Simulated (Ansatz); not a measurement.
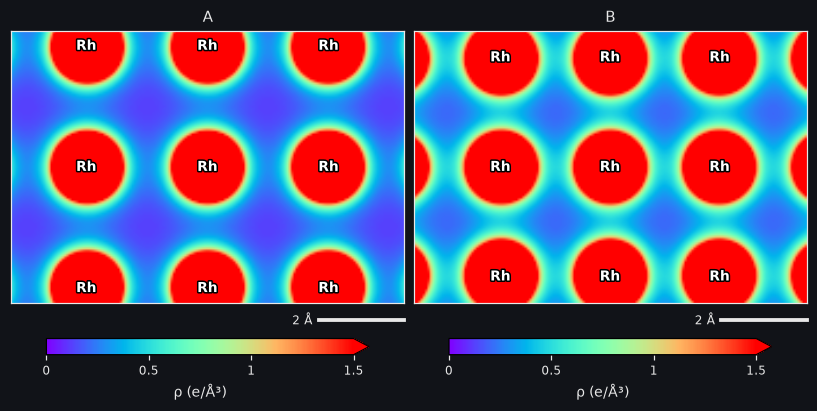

Rh. The valence charge density (pseudo) of two cells that differ in size and shape, on the (110) plane of each (indices in the axes of the calculation cell), at one length scale and on one colour scale; one has 12.1 and the other 15.9 Å³ an atom.

Computed without spin polarisation.

Method: DFT PBEsol, scalar-relativistic, plane waves, PAW (Ansatz 0.2.0).

In a PAW calculation such maps are meaningful between the atoms, not at the nuclei.

The larger cell:

```cif
data_structure
_symmetry_space_group_name_H-M 'P 1'
_symmetry_Int_Tables_number 1
_cell_length_a 2.8237
_cell_length_b 2.8237
_cell_length_c 2.8237
_cell_angle_alpha 60.000
_cell_angle_beta 60.000
_cell_angle_gamma 60.000
_cell_volume 15.92
loop_
_atom_site_label
_atom_site_type_symbol
_atom_site_fract_x
_atom_site_fract_y
_atom_site_fract_z
_atom_site_occupancy
Rh1 Rh 0.00000 0.00000 0.00000 1
```

The smaller cell: a = 2.589 Å, b = 2.589 Å, c = 2.555 Å, α = 60.43°, β = 60.43°, γ = 59.14°.

**Which is the denser cell? Describe the effect of the change.**

Panel B is the smaller cell, by 24 % in volume. From the larger cell to the smaller, Rh–Rh goes from 2.82 to 2.55 Å, and the density at its midpoint from 0.29 to 0.49 e/Å³; the pressure goes from −32 to 43 GPa.
